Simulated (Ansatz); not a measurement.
AlAs

The calculation's input:

```
crystal:
  lattice:
    - [2.78642484869, 2.78642484869, 0.0]
    - [-2.78642484869, 2.78642484869, 0.0]
    - [0.0, 2.78642484869, 2.83145797756]
  atoms:
    - { symbol: Al, position: [0.0, 0.0, 0.0] }
    - { symbol: As, position: [0.75, 0.25, 0.5] }
kpoints:
  mp_grid: { grid: [8, 8, 8] }
scf:
  occupations: { method: fixed }
hamiltonian:
  xc: lda
  pseudopotentials: { kind: paw }
relax:
  f_tol: 0.002
  max_steps: 80
  cell: { fix: [a, b, gamma] }
output:
  forces: true
  stress: true
  write_density: true
  write_potential: true
  elf: true
  volumetric_format: npy
```

Command:

```sh
ansatz run input.yaml --threads 1 --pin off --max-ram 3072MiB --backend cpu --events-out ev --progress --plain --runs-dir out
```

Below, planes, directions and counts refer to the conventional cell (a = 3.94 Å, b = 3.94 Å, c = 5.69 Å, α = 90.00°, β = 90.00°, γ = 90.00°).

The fields are those of the run's last geometry, not of the input's.

Space group I-4m2; changed on purpose from its base cell (in-plane strain -0.01, out-of-plane length and atoms relaxed by PAW).

Method: DFT, LDA, PAW with Ansatz's default frozen-core files, scalar-relativistic; relaxation of cell and atoms (Ansatz 0.2.0).

Core electrons are frozen (PAW), and the valence fields are smoothed inside the atomic spheres.

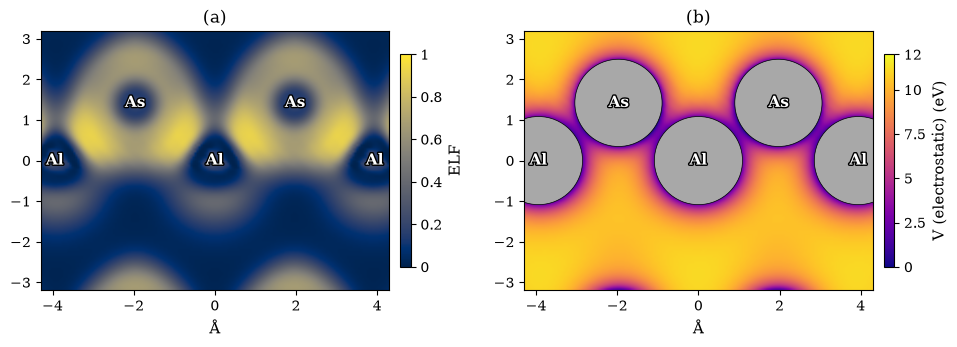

Figure 1. (a) ELF; (b) electrostatic potential (local pseudopotential plus Hartree) felt by an electron on the (010) plane of the conventional cell. Grey discs cover the atomic cores in the potential map.

Question: What do the fields say about this system?

Answer: The plane passes through Al and As nuclei.
Al–As (2.43 Å): the ELF peaks at about 0.90 between the atoms; a covalent bond.
Outside the cores the potential energy rises away from the atoms and is highest about 2.4 Å from the nearest atoms; its zero is arbitrary.

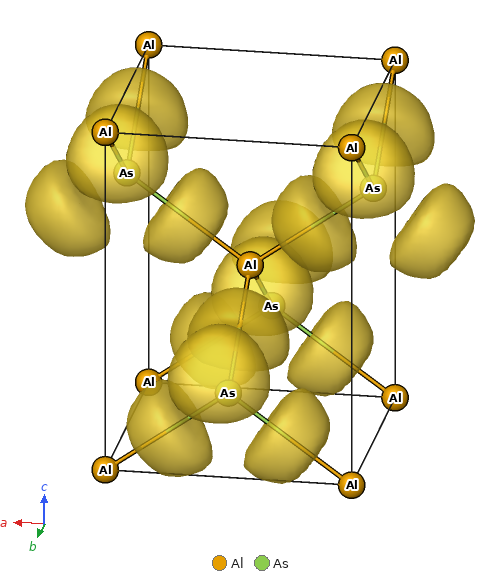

Figure 2. Isosurface of the electron localisation function at 0.7 (yellow), seen at an oblique angle. Only the valence region is drawn (cores and ρ < 0.01 e/Å³ removed). Sticks mark near contacts.

Question: What do the ELF domains correspond to?

Answer: The ELF exceeds this value in eight regions between bonded Al–As atoms (shared pairs), counted in one cell of 4 atoms. Regions shared between cells count once.

Question: Does the calculation give a band gap?

Answer: It is gapped, with a Kohn–Sham gap of 1.2 eV on the k-point mesh, an upper bound to the gap of this method.
